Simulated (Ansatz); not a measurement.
## ZnSe: geometry relaxation (part 1 of 2)

ZnSe (F-43m, 2 atoms in the cell), computed with DFT, LDA, plane waves, PAW, no spin polarisation (Ansatz 0.2.0).

The structure derives from an entry of the Crystallography Open Database. The geometry comes from this level: PBE. Figures and captions count atoms from 1; the log counts them from 0 in places.

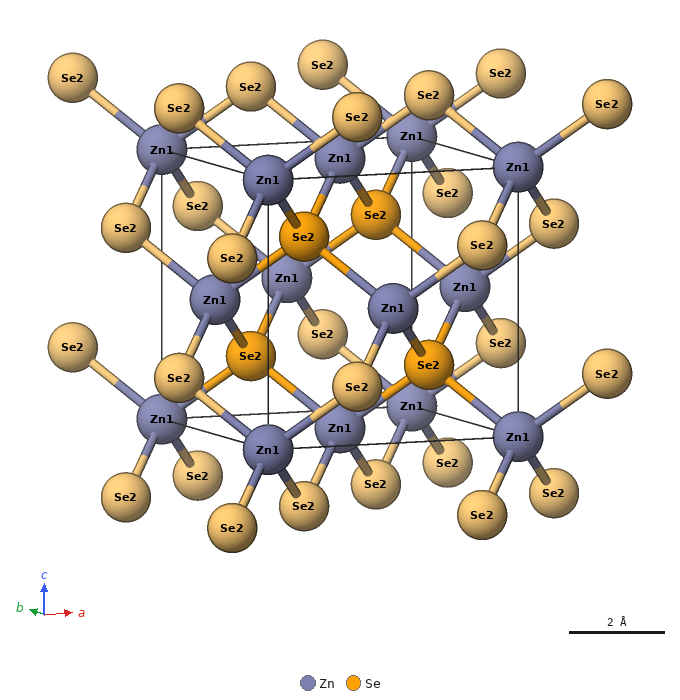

The starting structure (ball-and-stick view of the cell 4 times as large as that of the calculation, set on its symmetry axes, seen slightly off an axis; neighbours outside the cell are drawn fainter; atoms are numbered from 1 in the order of the input).

### Results in brief

- outcome: converged
- space group (tolerance 0.01 Å): F-43m (216)
- electrons treated: 28
- free energy: −8630.8502 eV
- Fermi energy: 7.842 eV
- gap on the k-point mesh: 1.25 eV
- pressure: −0.01 GPa
- final volume: 43.15 Å³
- largest force (length of the vector) at the end: under 0.001 eV/Å
- final cell: a = 3.937 Å, b = 3.937 Å, c = 3.937 Å, α = 60.00°, β = 60.00°, γ = 60.00°
- hardware: 2 threads of Arm Neoverse N1, 98 GiB of memory available, shared host
- wall time: 11 s (CPU time 21 s)
- peak memory: 0.35 GiB

### Input
```yaml
crystal:
  lattice:
    - [0.0, 2.865920192, 2.865920192]
    - [2.865920192, 0.0, 2.865920192]
    - [2.865920192, 2.865920192, 0.0]
  atoms:
    - { symbol: Zn, position: [0.0, 0.0, 0.0] }
    - { symbol: Se, position: [0.25, 0.25, 0.25] }
kpoints:
  mp_grid: { grid: [8, 8, 8] }
hamiltonian:
  xc: lda
scf:
  occupations: { method: fermi_dirac, width: 0.02 }
relax:
  f_tol: 0.005
  cell: {}
output:
  write_density: true
  write_potential: true
  elf: true
  volumetric_format: npy
```

Launch command:
```bash
ansatz run input.yaml --threads 2 --pin off --max-ram 2211MiB --backend cpu --events-out ev --progress --plain --runs-dir out
```

### Log
```
Engine: ansatz 0.2.0, aarch64-unknown-linux-gnu
Pseudopotentials: kind: paw
Pseudopotential: Zn, paw, valence charge 12, recommended cutoff 420 eV (normal), Zn.paw.azcp
Pseudopotential: Se, paw, valence charge 16, recommended cutoff 420 eV (normal), Se.paw.azcp
Functional definition: SPW92
  exchange = slater_x
  correlation = pw_c
Crystal: 2 atoms, lattice volume = 47.078 Å³
Basis set: ecut = 420 eV, 941 PW (Γ)
Bands: 18, of which v1, the nominal top of the filled ones, is band 14 counted from 1 (13 counted from 0)
Symmetry: 24 space group operations
Space group: F-43m (ITA 216), of the structure as read, at distance tolerance 3.6e-5 Å
k-points: 29 of 512 (time reversal used)
Non-local potential: Zn, projectors of the file, l = 0: 2, l = 1: 2, l = 2: 3, l = 3: 1
Non-local potential: Se, projectors of the file, l = 0: 2, l = 1: 2, l = 2: 3, l = 3: 1
PAW form: soft (Blöchl's): semilocal exchange-correlation on the pseudo side does not see the compensation charge
PAW frozen core: Zn, regenerated for the run's functional, and the local potential with it (the file was generated under x = pbe(κ = 0.804, μ = 0.2195149727645171), c = pbe(β = 0.06672455060314922))
PAW frozen core: Se, regenerated for the run's functional, and the local potential with it (the file was generated under x = pbe(κ = 0.804, μ = 0.2195149727645171), c = pbe(β = 0.06672455060314922))
PAW one-centre angular grid: Zn, 590 points (default); XC on 64 Gauss nodes
PAW one-centre angular grid: Se, 590 points (default); XC on 64 Gauss nodes
Initial density: superposition of atomic densities (neutral atoms: chi_scale 0, normalization atom), corrected by the library's trained network
Initial wavefunctions: pseudopotential atomic-orbital guess
Functional: x = slater, c = lda
SCF iter   1: F=—  HF=-8630.784675 eV  |F-HF|=—  |Δ(HF+E_count)|=         —  Δρ=5.30e-3  dr2=8.53e-3  ethr=1.77e-3  ⟨swp⟩=6.0  Hψ=2655  notcnv=0
preconditioner: auto → none  [insulator: Δε(μ)=0.858 eV  Ē_g=11.684 eV  σ=0.020 eV  W_gap=1.00  n_scr=14 (ndim 8)  ℏωp=23.0 eV  f_vac=0.132  D(μ)=0.00/eV (n_scr^D=0)  ε∞_Penn≈4.9]
SCF iter   2: F=—  HF=-8630.782105 eV  |F-HF|=—  |Δ(HF+E_count)|=   2.57e-3  Δρ=2.05e-3  dr2=9.26e-4  ethr=3.05e-5  ⟨swp⟩=2.0  Hψ=1101  notcnv=0
SCF iter   3: F=—  HF=-8630.781991 eV  |F-HF|=—  |Δ(HF+E_count)|=   1.14e-4  Δρ=1.25e-3  dr2=3.17e-4  ethr=3.31e-6  ⟨swp⟩=2.0  Hψ=814  notcnv=0
SCF iter   4: F=—  HF=-8630.781942 eV  |F-HF|=—  |Δ(HF+E_count)|=   4.89e-5  Δρ=3.40e-4  dr2=5.40e-5  ethr=1.13e-6  ⟨swp⟩=2.0  Hψ=756  notcnv=0
SCF iter   5: F=—  HF=-8630.781917 eV  |F-HF|=—  |Δ(HF+E_count)|=   2.54e-5  Δρ=2.40e-5  dr2=3.96e-7  ethr=1.93e-7  ⟨swp⟩=2.0  Hψ=754  notcnv=0
SCF iter   6: F=-8630.781916 eV  HF=-8630.781916 eV  |F-HF|=1.31e-9  |Δ(HF+E_count)|=   8.43e-8  Δρ=4.57e-6  dr2=5.15e-9  ethr=3.57e-10  ⟨swp⟩=7.9  Hψ=3216  notcnv=0
SCF 1 converged in 6 iterations: F = -8630.781916 eV  dr2 = 5.15e-9
  greatest PAW one-centre occupation: 1.000 electrons in one spin orbital (limit 2), on the Se atom at site 1 (counted from 0), in its partial waves of l = 2
relax step   1: F+E_penalty+E_count = -8630.78191644 eV  Δ(F+E_penalty+E_count) = +0.000e0 eV  max|allowed force component| = 1.619e-16 eV/Å  Δτ_max = 0.0000 Å  P = -5.130 GPa  Ω = 47.078 Å³  (6 SCF iters, dr2 threshold 1.00e-7 eV, accepted)
Crystal: 2 atoms, lattice volume = 43.908 Å³
Basis set: ecut = 420 eV, 869 PW (Γ)
Initial density: handed on by an earlier stage of this run
Initial wavefunctions: those handed on with the density
iter 1 solved again at ethr=1.00e-5 eV; its pass at ethr=3.10e-3 eV (dr2=2.81e-3 eV) is discarded
SCF iter   1: F=—  HF=-8630.849049 eV  |F-HF|=—  |Δ(HF+E_count)|=         —  Δρ=2.36e-3  dr2=2.84e-3  ethr=1.00e-5  ⟨swp⟩=1.8  Hψ=3292  notcnv=0
preconditioner: auto → none  [insulator: Δε(μ)=1.178 eV  Ē_g=12.083 eV  σ=0.020 eV  W_gap=1.00  n_scr=14 (ndim 8)  ℏωp=23.8 eV  f_vac=0.087  D(μ)=0.00/eV (n_scr^D=0)  ε∞_Penn≈4.9]
SCF iter   2: F=—  HF=-8630.848208 eV  |F-HF|=—  |Δ(HF+E_count)|=   8.41e-4  Δρ=1.51e-3  dr2=5.62e-4  ethr=1.00e-5  ⟨swp⟩=2.0  Hψ=790  notcnv=0
SCF iter   3: F=—  HF=-8630.848204 eV  |F-HF|=—  |Δ(HF+E_count)|=   4.13e-6  Δρ=8.17e-4  dr2=2.32e-4  ethr=2.01e-6  ⟨swp⟩=2.0  Hψ=864  notcnv=0
SCF iter   4: F=—  HF=-8630.848063 eV  |F-HF|=—  |Δ(HF+E_count)|=   1.41e-4  Δρ=1.43e-4  dr2=4.95e-6  ethr=8.28e-7  ⟨swp⟩=2.0  Hψ=815  notcnv=0
SCF iter   5: F=—  HF=-8630.848063 eV  |F-HF|=—  |Δ(HF+E_count)|=   3.92e-7  Δρ=1.71e-5  dr2=9.40e-8  ethr=7.14e-10  ⟨swp⟩=6.2  Hψ=3404  notcnv=0
SCF iter   6: F=-8630.848063 eV  HF=-8630.848063 eV  |F-HF|=7.97e-10  |Δ(HF+E_count)|=   1.63e-8  Δρ=2.73e-6  dr2=1.46e-9  ethr=3.36e-10  ⟨swp⟩=5.6  Hψ=2998  notcnv=0
SCF 2 converged in 6 iterations: F = -8630.848063 eV  dr2 = 1.46e-9
relax step   2: F+E_penalty+E_count = -8630.84806280 eV  Δ(F+E_penalty+E_count) = -6.615e-2 eV  max|allowed force component| = 9.368e-17 eV/Å  Δτ_max = 0.0000 Å  P = -1.208 GPa  Ω = 43.908 Å³  energy of the carried Pulay correction = +7.894e-4 eV  (6 SCF iters, dr2 threshold 2.00e-7 eV, accepted)
Crystal: 2 atoms, lattice volume = 43.016 Å³
iter 1 solved again at ethr=9.22e-7 eV; its pass at ethr=3.10e-3 eV (dr2=2.58e-4 eV) is discarded
SCF iter   1: F=—  HF=-8630.851221 eV  |F-HF|=—  |Δ(HF+E_count)|=         —  Δρ=7.59e-4  dr2=2.57e-4  ethr=9.22e-7  ⟨swp⟩=2.1  Hψ=3262  notcnv=0
preconditioner: auto → none  [insulator: Δε(μ)=1.263 eV  Ē_g=12.168 eV  σ=0.020 eV  W_gap=1.00  n_scr=14 (ndim 8)  ℏωp=24.0 eV  f_vac=0.088  D(μ)=0.00/eV (n_scr^D=0)  ε∞_Penn≈4.9]
SCF iter   2: F=—  HF=-8630.851145 eV  |F-HF|=—  |Δ(HF+E_count)|=   7.56e-5  Δρ=4.32e-4  dr2=4.92e-5  ethr=9.16e-7  ⟨swp⟩=2.0  Hψ=736  notcnv=0
SCF iter   3: F=—  HF=-8630.851143 eV  |F-HF|=—  |Δ(HF+E_count)|=   2.32e-6  Δρ=2.59e-4  dr2=1.99e-5  ethr=1.76e-7  ⟨swp⟩=2.0  Hψ=752  notcnv=0
SCF iter   4: F=—  HF=-8630.851131 eV  |F-HF|=—  |Δ(HF+E_count)|=   1.19e-5  Δρ=4.29e-5  dr2=4.66e-7  ethr=7.09e-8  ⟨swp⟩=2.0  Hψ=754  notcnv=0
SCF iter   5: F=-8630.851131 eV  HF=-8630.851131 eV  |F-HF|=4.81e-9  |Δ(HF+E_count)|=   5.72e-8  Δρ=5.48e-6  dr2=6.85e-9  ethr=7.14e-10  ⟨swp⟩=7.9  Hψ=3160  notcnv=0
SCF 3 converged in 5 iterations: F = -8630.851131 eV  dr2 = 6.85e-9
relax step   3: F+E_penalty+E_count = -8630.85113120 eV  Δ(F+E_penalty+E_count) = -3.068e-3 eV  max|allowed force component| = 7.228e-17 eV/Å  Δτ_max = 0.0000 Å  P = +0.217 GPa  Ω = 43.016 Å³  energy of the carried Pulay correction = +1.022e-3 eV  (5 SCF iters, dr2 threshold 2.00e-7 eV, accepted)
Crystal: 2 atoms, lattice volume = 43.149 Å³
iter 1 solved again at ethr=2.66e-8 eV; its pass at ethr=3.10e-3 eV (dr2=7.46e-6 eV) is discarded
SCF iter   1: F=—  HF=-8630.851185 eV  |F-HF|=—  |Δ(HF+E_count)|=         —  Δρ=1.15e-4  dr2=6.03e-6  ethr=2.66e-8  ⟨swp⟩=2.2  Hψ=2926  notcnv=0
preconditioner: auto → none  [insulator: Δε(μ)=1.249 eV  Ē_g=12.143 eV  σ=0.020 eV  W_gap=1.00  n_scr=14 (ndim 8)  ℏωp=24.0 eV  f_vac=0.093  D(μ)=0.00/eV (n_scr^D=0)  ε∞_Penn≈4.9]
SCF iter   2: F=—  HF=-8630.851184 eV  |F-HF|=—  |Δ(HF+E_count)|=   1.81e-6  Δρ=6.59e-5  dr2=1.16e-6  ethr=2.15e-8  ⟨swp⟩=2.0  Hψ=744  notcnv=0
SCF iter   3: F=—  HF=-8630.851184 eV  |F-HF|=—  |Δ(HF+E_count)|=   4.37e-8  Δρ=3.90e-5  dr2=4.43e-7  ethr=4.14e-9  ⟨swp⟩=2.0  Hψ=748  notcnv=0
SCF iter   4: F=-8630.851183 eV  HF=-8630.851183 eV  |F-HF|=5.13e-9  |Δ(HF+E_count)|=   2.70e-7  Δρ=6.41e-6  dr2=1.08e-8  ethr=4.20e-10  ⟨swp⟩=6.0  Hψ=3283  notcnv=0
SCF 4 converged in 4 iterations: F = -8630.851183 eV  dr2 = 1.08e-8
relax step   4: F+E_penalty+E_count = -8630.85118330 eV  Δ(F+E_penalty+E_count) = -5.211e-5 eV  max|allowed force component| = 1.850e-17 eV/Å  Δτ_max = 0.0000 Å  P = -0.007 GPa  Ω = 43.149 Å³  energy of the carried Pulay correction = +9.866e-4 eV  (4 SCF iters, dr2 threshold 1.17e-7 eV, accepted)
Initial wavefunctions: pseudopotential atomic-orbital guess (no wavefunctions were taken with the density)
iter 1 solved again at ethr=9.56e-8 eV; its pass at ethr=3.10e-3 eV (dr2=2.68e-5 eV) is discarded
SCF iter   1: F=—  HF=-8630.850236 eV  |F-HF|=—  |Δ(HF+E_count)|=         —  Δρ=8.97e-5  dr2=6.28e-7  ethr=9.56e-8  ⟨swp⟩=3.0  Hψ=4025  notcnv=0
preconditioner: auto → none  [insulator: Δε(μ)=1.249 eV  Ē_g=12.144 eV  σ=0.020 eV  W_gap=1.00  n_scr=14 (ndim 8)  ℏωp=24.0 eV  f_vac=0.093  D(μ)=0.00/eV (n_scr^D=0)  ε∞_Penn≈4.9]
SCF iter   2: F=—  HF=-8630.850236 eV  |F-HF|=—  |Δ(HF+E_count)|=   5.73e-7  Δρ=8.87e-5  dr2=1.42e-6  ethr=2.24e-9  ⟨swp⟩=2.1  Hψ=950  notcnv=0
SCF iter   3: F=—  HF=-8630.850236 eV  |F-HF|=—  |Δ(HF+E_count)|=   8.17e-8  Δρ=2.76e-5  dr2=1.99e-7  ethr=2.24e-9  ⟨swp⟩=2.0  Hψ=755  notcnv=0
SCF iter   4: F=—  HF=-8630.850236 eV  |F-HF|=—  |Δ(HF+E_count)|=   1.71e-7  Δρ=7.45e-6  dr2=1.25e-8  ethr=7.10e-10  ⟨swp⟩=2.0  Hψ=754  notcnv=0
SCF iter   5: F=—  HF=-8630.850236 eV  |F-HF|=—  |Δ(HF+E_count)|=   1.84e-9  Δρ=1.81e-6  dr2=3.52e-10  ethr=4.46e-11  ⟨swp⟩=2.2  Hψ=805  notcnv=0
SCF iter   6: F=-8630.850236 eV  HF=-8630.850236 eV  |F-HF|=5.46e-12  |Δ(HF+E_count)|=  1.47e-10  Δρ=3.10e-7  dr2=8.25e-12  ethr=1.00e-12  ⟨swp⟩=4.5  Hψ=2748  notcnv=0
SCF 5 converged in 6 iterations: F = -8630.850236 eV  dr2 = 8.25e-12
relax step   5: F+E_penalty+E_count = -8630.85023555 eV  Δ(F+E_penalty+E_count) = +9.478e-4 eV  max|allowed force component| = 1.966e-17 eV/Å  Δτ_max = 0.0000 Å  P = -0.010 GPa  Ω = 43.149 Å³  stress off target by 9.98e-3 GPa  SCF on the basis re-selected at this cell (its energy is not comparable with the rows above)  (6 SCF iters)
```

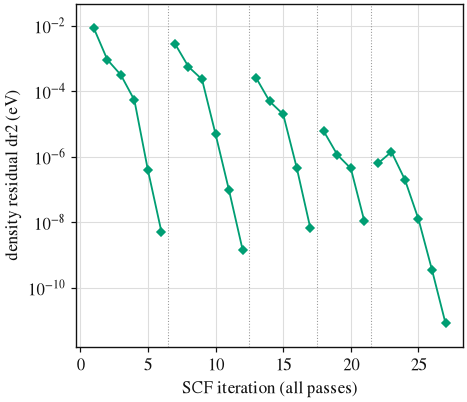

Convergence of the self-consistent field: density residual dr2 against the SCF iteration. The dotted lines part the SCF passes of the relaxation: geometry steps, rejected trials and re-solves on a re-selected basis. The 5 passes take 4 to 6 iterations each, 27 in all.

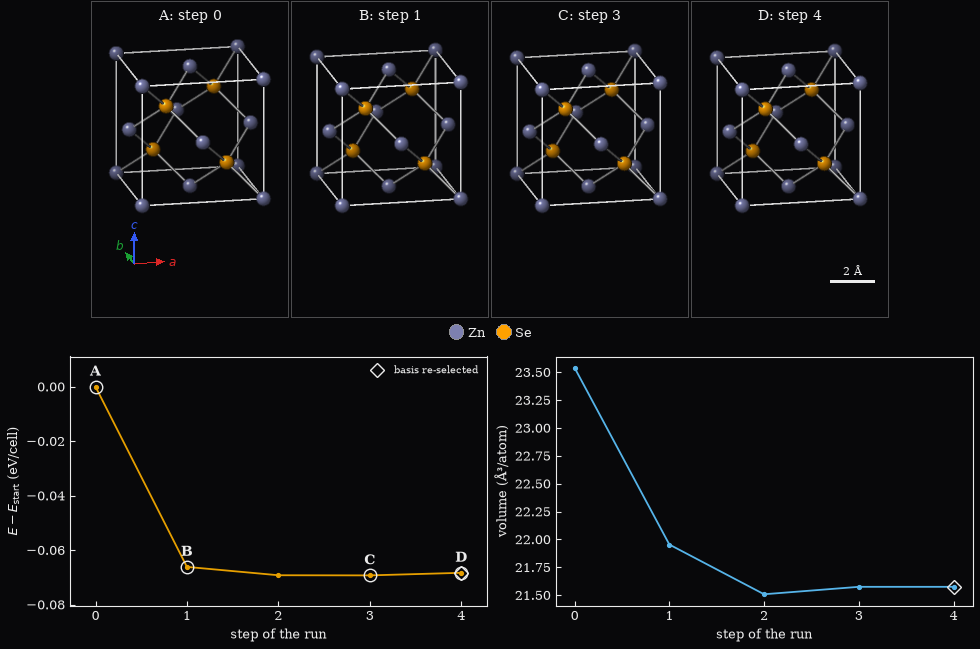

Frames of the relaxation (ball-and-stick view of the cell 4 times as large as that of the calculation, set on its symmetry axes, seen slightly off an axis) above the curves, on which the letters mark them (the first geometry is step 0 here and step 1 in the log).
